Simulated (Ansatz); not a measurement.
## V: a changed input and its effect

System: V (Im-3m, 2 atoms in the cell).
Method of run 1: DFT, PBEsol, PAW, plane waves, scalar-relativistic (Ansatz 0.2.0).

The structure derives from an entry of the Crystallography Open Database. Text and figures count atoms from 1; the logs count them from 0 in places.

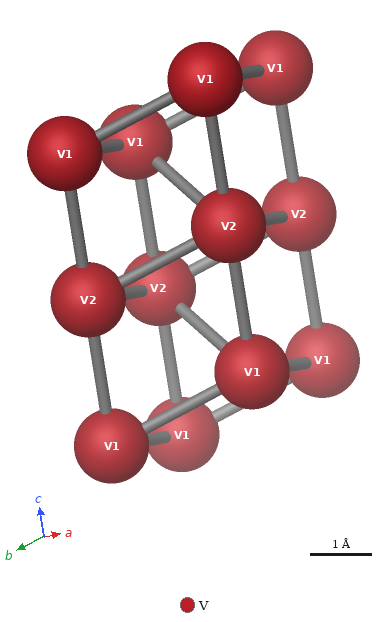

The structure as given in the input (ball-and-stick view of the cell of the calculation, seen at an oblique angle; atoms are numbered from 1 in the order of the input). Near neighbours in the crystal (not all of them lie inside the picture): V has 8 V at 2.62 Å.

**Input, run 1**
```yaml
crystal:
  lattice:
    - [-1.5118, 1.5118, 1.5118]
    - [1.5118, -1.5118, 1.5118]
    - [3.0236, 3.0236, -3.0236]
  atoms:
    - { symbol: V, position: [0.0, 0.0, 0.0], spin: 2.0, spin_axis: [0.0, 0.0, 2.0] }
    - { symbol: V, position: [0.0, 0.0, 0.5], spin: 2.0, spin_axis: [0.0, 0.0, 2.0] }
hamiltonian:
  xc: pbesol
  pseudopotentials: { kind: paw }
  noncollinear_xc: locally_collinear
basis:
  ecutwfc: 420
kpoints:
  mp_grid: { grid: [10, 10, 5] }
scf:
  occupations: { method: gaussian, width: 0.05 }
  lower_state_search: "off"
  max_iter: 150
output:
  forces: true
  stress: true
  write_density: true
  write_potential: true
  elf: true
  volumetric_format: npy
magnetization:
  noncollinear: true
```

Launched with:
```bash
ansatz run input.yaml --threads 4 --pin off --max-ram 9216MiB --backend cpu --events-out ev --progress --plain --runs-dir out
```

Hardware: 4 threads of Arm Neoverse V2, 24 GiB of memory available, shared host.

**Output, shortened to warnings, some set-up lines, iterations and results (run 1)**
```
WARN: the starting moments were not kept: the SCF closed with an absolute magnetisation of 6.3e-6 μB, where they sum to 4 μB in size (2 sites). That is at most 0.1 of that sum. Measured as dr2_m measures the in/out step, that magnetisation stands 1.2e-11 eV from none, at or under the dr2_threshold of 1.0e-7 eV: it is no larger than a step whose dr2_m would equal this threshold. The system may …
Basis set: ecut = 420 eV, 525 PW (Γ), exchange–correlation on 36×36×72 points (8 copies of the dense FFT grid, shifted against one another)
Symmetry: 16 space group operations + 16 with time reversal
k-points: 93 of 500
Initial density: superposition of atomic densities (chi_scale 0.1, normalization cell)
[...]
SCF iter   1: F=—  HF=-5770.218831 eV  |F-HF|=—  |Δ(HF+E_count)|=         —  Δρ=2.21e-1  dr2=2.04e0  dr2_m=3.08e0  ethr=3.10e-3  |M|=1.73e0 ∫|m|=1.73e0 μB  |m|>n=0.0e0 …
SCF iter   2: F=—  HF=-5769.963641 eV  |F-HF|=—  |Δ(HF+E_count)|=   2.55e-1  Δρ=1.55e-1  dr2=8.45e-2  dr2_m=1.52e0  ethr=3.10e-3  |M|=1.72e0 ∫|m|=1.72e0 μB  |m|>n=0.0e0 …
SCF iter   3: F=—  HF=-5770.145461 eV  |F-HF|=—  |Δ(HF+E_count)|=   1.82e-1  Δρ=1.22e-1  dr2=1.25e-2  dr2_m=9.40e-1  ethr=3.25e-4  |M|=1.50e0 ∫|m|=1.50e0 μB  |m|>n=0.0e0 …
SCF iter   4: F=—  HF=-5770.273123 eV  |F-HF|=—  |Δ(HF+E_count)|=   1.28e-1  Δρ=9.42e-2  dr2=7.23e-3  dr2_m=5.62e-1  ethr=4.82e-5  |M|=1.40e0 ∫|m|=1.40e0 μB  |m|>n=0.0e0 …
SCF iter   5: F=—  HF=-5770.342845 eV  |F-HF|=—  |Δ(HF+E_count)|=   6.97e-2  Δρ=7.61e-2  dr2=1.67e-4  dr2_m=3.67e-1  ethr=2.78e-5  |M|=1.26e0 ∫|m|=1.26e0 μB  |m|>n=0.0e0 …
[... 9 lines ...]
SCF iter  15: F=—  HF=-5770.520176 eV  |F-HF|=—  |Δ(HF+E_count)|=   8.96e-6  Δρ=9.40e-5  dr2=5.21e-7  dr2_m=5.60e-7  ethr=8.90e-9  |M|=2.53e-3 ∫|m|=2.53e-3 μB  |m|>n=0.0e0 …
SCF iter  16: F=-5770.520177 eV  HF=-5770.520177 eV  |F-HF|=5.28e-8  |Δ(HF+E_count)|=   6.75e-7  Δρ=1.94e-5  dr2=8.08e-8  dr2_m=6.13e-9  ethr=3.85e-10  |M|=2.34e-4 …
SCF iter  17: F=-5770.520177 eV  HF=-5770.520177 eV  |F-HF|=1.98e-9  |Δ(HF+E_count)|=   1.22e-8  Δρ=3.68e-6  dr2=2.97e-9  dr2_m=7.89e-11  ethr=3.11e-10  |M|=1.97e-5 …
SCF iter  18: F=-5770.520177 eV  HF=-5770.520177 eV  |F-HF|=4.55e-12  |Δ(HF+E_count)|=  6.20e-10  Δρ=2.96e-7  dr2=1.15e-11  dr2_m=5.54e-12  ethr=1.14e-11  |M|=6.28e-6 …
SCF 1 converged in 18 iterations: F = -5770.520177 eV  dr2 = 1.15e-11
SCF converged after 18 iterations
Stability not checked: this state was not tested for a lower state beside it, because this non-collinear magnet's GGA is evaluated by the locally collinear projection, under which the energy is not smooth in the magnetisation (locally_collinear_gga; see scf.lower_state_search)
Magnetization: |M| = 0.0000 μB,  M = (+0.0000, +0.0000, -0.0000) μB
Absolute magnetization: 0.0000 μB (∫|m|, with the PAW one-centre terms)
Moment direction: held on its axis by an average over the rotations of spin about it
  site 0: m = (+0.0000, +0.0000, -0.0000) μB, |m| = 0.0000 μB  (R = 1.08 Å)
  site 1: m = (+0.0000, +0.0000, -0.0000) μB, |m| = 0.0000 μB  (R = 1.08 Å)
Free energy (F): -5770.520177 eV
Harris-Foulkes:  -5770.520177 eV  (|F-HF|=4.55e-12)
Internal energy: -5770.516268 eV  (E = F + TS)
E sigma→0 (E₀):  -5770.518222 eV
Entropy (-TS):   -0.003909 eV (-1.954 meV/atom)
Fermi energy:    15.885033 eV
--- Per-component energies (eV) ---
  E_band       = -304.245744
  E_kinetic    = 670.484190
  E_local      = -1822.455478  (includes V_loc(G=0)·N_el)
  E_nonlocal   = -88.910573
  E_hartree    = 829.385528
  E_xc         = -258.442828
  E_vxc        = -329.024161  (∫ρ·V_xc dr)
  E_paw        = -2171.845183  (= ΣΔE_a)
  E_vpaw       = -393.111093  (= ΣTr[D̂ρ^β])
  E_aug_tail   = 0.000494  (compensation charges beyond the density's cutoff)
  E_ewald      = -2929.031777
  E_core_change = 0.299358  (= ΣΔE_core)
  E_smearing   = -0.003909  (= −TS)
  E_closure    = 0.000000  (closes the sum)
  Σ components = -5770.520177   (vs F -5770.520177, Δ=0.00e0)
--- Forces (eV/Å), atoms counted from 1 ---
  atom   1  V      0.00000000     0.00000000     0.00000000
  atom   2  V      0.00000000     0.00000000     0.00000000
  max |Σ_I F_I| component: 4.89e-29 eV/Å
--- Stress (GPa, compression-positive) ---
      -10.401466       0.000007       0.000000
        0.000007     -10.401466       0.000000
        0.000000       0.000000     -10.401466
  P = ⅓ Tr σ = -10.4015 GPa (-104.015 kbar)
```

The input of run 2 differs as follows (lines with − go, lines with + come):
```diff
-    - { symbol: V, position: [0.0, 0.0, 0.0], spin: 2.0, spin_axis: [0.0, 0.0, 2.0] }
-    - { symbol: V, position: [0.0, 0.0, 0.5], spin: 2.0, spin_axis: [0.0, 0.0, 2.0] }
+    - { symbol: V, position: [0.0, 0.0, 0.0], spin: 2.0, spin_axis: [1.0, 0.0, 1.732] }
+    - { symbol: V, position: [0.0, 0.0, 0.5], spin: 2.0, spin_axis: [-1.0, 0.0, 1.732] }
```

What does this change do to the results?

The energy is the same within 0.01 meV per atom. The SCF takes 20 iterations against 18.

**Output, shortened to warnings, some set-up lines, iterations and results (run 2)**
```
WARN: the starting moments were not kept: the SCF closed with an absolute magnetisation of 1.9e-5 μB, where they sum to 4 μB in size (2 sites). That is at most 0.1 of that sum. Measured as dr2_m measures the in/out step, that magnetisation stands 1.0e-10 eV from none, at or under the dr2_threshold of 1.0e-7 eV: it is no larger than a step whose dr2_m would equal this threshold. The system may …
Basis set: ecut = 420 eV, 525 PW (Γ), exchange–correlation on 36×36×72 points (8 copies of the dense FFT grid, shifted against one another)
Symmetry: 16 space group operations + 16 with time reversal
k-points: 93 of 500
Initial density: superposition of atomic densities (chi_scale 0.1, normalization cell)
[...]
SCF iter   1: F=—  HF=-5770.267821 eV  |F-HF|=—  |Δ(HF+E_count)|=         —  Δρ=1.85e-1  dr2=2.00e0  dr2_m=2.76e0  ethr=3.10e-3  |M|=1.61e0 ∫|m|=1.89e0 μB  |m|>n=0.0e0 …
SCF iter   2: F=—  HF=-5769.982270 eV  |F-HF|=—  |Δ(HF+E_count)|=   2.86e-1  Δρ=1.32e-1  dr2=7.22e-2  dr2_m=1.39e0  ethr=3.10e-3  |M|=1.53e0 ∫|m|=1.82e0 μB  |m|>n=0.0e0 …
SCF iter   3: F=—  HF=-5770.151173 eV  |F-HF|=—  |Δ(HF+E_count)|=   1.69e-1  Δρ=1.04e-1  dr2=1.06e-2  dr2_m=8.65e-1  ethr=2.78e-4  |M|=1.36e0 ∫|m|=1.63e0 μB  |m|>n=0.0e0 …
SCF iter   4: F=—  HF=-5770.266797 eV  |F-HF|=—  |Δ(HF+E_count)|=   1.16e-1  Δρ=8.16e-2  dr2=1.02e-3  dr2_m=5.44e-1  ethr=4.08e-5  |M|=1.26e0 ∫|m|=1.50e0 μB  |m|>n=0.0e0 …
SCF iter   5: F=—  HF=-5770.336087 eV  |F-HF|=—  |Δ(HF+E_count)|=   6.93e-2  Δρ=6.62e-2  dr2=1.75e-4  dr2_m=3.61e-1  ethr=3.90e-6  |M|=1.13e0 ∫|m|=1.35e0 μB  |m|>n=0.0e0 …
[... 11 lines ...]
SCF iter  17: F=-5770.520177 eV  HF=-5770.520176 eV  |F-HF|=8.13e-8  |Δ(HF+E_count)|=   1.04e-6  Δρ=2.88e-5  dr2=2.32e-8  dr2_m=8.40e-8  ethr=3.85e-10  |M|=2.51e-4 …
SCF iter  18: F=-5770.520177 eV  HF=-5770.520177 eV  |F-HF|=2.17e-9  |Δ(HF+E_count)|=   1.31e-7  Δρ=6.66e-6  dr2=3.94e-9  dr2_m=4.25e-9  ethr=8.91e-11  |M|=4.36e-6 …
SCF iter  19: F=-5770.520177 eV  HF=-5770.520177 eV  |F-HF|=2.70e-10  |Δ(HF+E_count)|=   6.28e-9  Δρ=1.49e-6  dr2=1.75e-11  dr2_m=2.63e-10  ethr=1.51e-11  |M|=3.11e-5 …
SCF iter  20: F=-5770.520177 eV  HF=-5770.520177 eV  |F-HF|=2.73e-12  |Δ(HF+E_count)|=  6.89e-10  Δρ=3.74e-7  dr2=7.51e-12  dr2_m=1.40e-11  ethr=1.00e-12  |M|=7.36e-6 …
SCF 1 converged in 20 iterations: F = -5770.520177 eV  dr2 = 7.51e-12
SCF converged after 20 iterations
Stability not checked: this state was not tested for a lower state beside it, because this non-collinear magnet's GGA is evaluated by the locally collinear projection, under which the energy is not smooth in the magnetisation (locally_collinear_gga; see scf.lower_state_search)
Magnetization: |M| = 0.0000 μB,  M = (+0.0000, -0.0000, -0.0000) μB
Absolute magnetization: 0.0000 μB (∫|m|, with the PAW one-centre terms)
  site 0: m = (-0.0000, -0.0000, -0.0000) μB, |m| = 0.0000 μB  (R = 1.08 Å)
  site 1: m = (+0.0000, +0.0000, -0.0000) μB, |m| = 0.0000 μB  (R = 1.08 Å)
Free energy (F): -5770.520177 eV
Harris-Foulkes:  -5770.520177 eV  (|F-HF|=2.73e-12)
Internal energy: -5770.516268 eV  (E = F + TS)
E sigma→0 (E₀):  -5770.518222 eV
Entropy (-TS):   -0.003909 eV (-1.954 meV/atom)
Fermi energy:    15.885036 eV
--- Per-component energies (eV) ---
  E_band       = -304.245635
  E_kinetic    = 670.484157
  E_local      = -1822.455232  (includes V_loc(G=0)·N_el)
  E_nonlocal   = -88.910622
  E_hartree    = 829.385328
  E_xc         = -258.442836
  E_vxc        = -329.024172  (∫ρ·V_xc dr)
  E_paw        = -2171.845138  (= ΣΔE_a)
  E_vpaw       = -393.111037  (= ΣTr[D̂ρ^β])
  E_aug_tail   = 0.000494  (compensation charges beyond the density's cutoff)
  E_ewald      = -2929.031777
  E_core_change = 0.299358  (= ΣΔE_core)
  E_smearing   = -0.003909  (= −TS)
  E_closure    = 0.000000  (closes the sum)
  Σ components = -5770.520177   (vs F -5770.520177, Δ=0.00e0)
--- Forces (eV/Å), atoms counted from 1 ---
  atom   1  V      0.00000000     0.00000000    -0.00000000
  atom   2  V      0.00000000     0.00000000    -0.00000000
  max |Σ_I F_I| component: 7.57e-29 eV/Å
--- Stress (GPa, compression-positive) ---
      -10.401464       0.000002       0.000000
        0.000002     -10.401464       0.000000
        0.000000       0.000000     -10.401464
  P = ⅓ Tr σ = -10.4015 GPa (-104.015 kbar)
```

**The two runs side by side**

| quantity | run 1 | run 2 |
| --- | --- | --- |
| outcome | converged | converged |
| free energy per atom (eV) | −2885.2601 | −2885.2601 |
| energy per atom, smearing taken to zero (eV) | −2885.2591 | −2885.2591 |
| net moment of the cell (μB) | 0.00 | 0.00 |
| absolute moment of the cell (μB) | 0.00 | 0.00 |
| pressure (GPa) | −10.40 | −10.40 |
| largest force (eV/Å) | 0.000 | 0.000 |
| SCF iterations | 18 | 20 |
| irreducible k-points | 93 | 93 |
| plane waves at Γ | 525 | 525 |
| wall time (shared host) | 12 s | 15 s |

For both runs: Warnings: some starting moments were not kept. The cell is under a tension of 10.4 GPa at this level, so it is not at its equilibrium volume.
